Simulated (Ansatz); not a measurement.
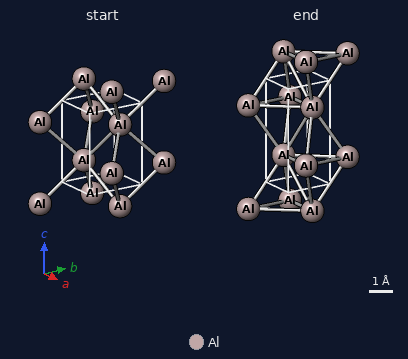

The structure of a crystal of Al (set up in Cmcm) before (left) and after (right) a relaxation, at one scale.

Style: ball-and-stick. Shown: the cell of the calculation, reduced to other axes, slightly off an axis. Lengths and directions refer to the drawn axes.

Case: 4 of 4 Li taken out, relaxed.

Theory: DFT r2SCAN, scalar-relativistic, plane waves, PAW in Ansatz. Set-up: plane-wave cutoff 500 eV; k-point mesh 12 × 12 × 10; occupations gaussian; smearing width 0.1 eV; no spin polarisation; cell and atoms relaxed; force threshold 0.025 eV/Å; at most 70 steps.

### Summarise the run.

No atom moves by more than 0.005 Å relative to the cell. The volume changes by −18.4 %, with a 3.523 → 2.836 Å (−19.5 %), b 3.548 → 2.837 Å (−20.0 %), c 3.617 → 4.593 Å (+27.0 %), γ 119.8° → 120.0°. Near-neighbour distances that change, for instance: Al–Al 3.548 → 2.837 Å, Al–Al 3.523 → 2.836 Å, Al–Al 2.731 → 2.821 Å. Bond angles that change, for instance: Al–Al–Al 82.9° → 109.0°, Al–Al–Al 81.1° → 60.4°, Al–Al–Al 80.4° → 60.4°. The space group (tolerance 0.01 Å) goes from Cmcm (No. 63) to P6_3/mmc (No. 194). Over 9 accepted moves (12 points after the start) the energy falls by 381 meV per atom. Largest force component: 0.018 eV/Å at the start, 0.00029 eV/Å at the end. Pressure: −1.17 GPa at the start and 0.00 GPa at the end. The line search rejected the trial step at point 8 of the run. At 2 points the geometry stayed and the basis and grid were re-selected for the new cell (energy shift of 1.6 meV per atom at most each time).
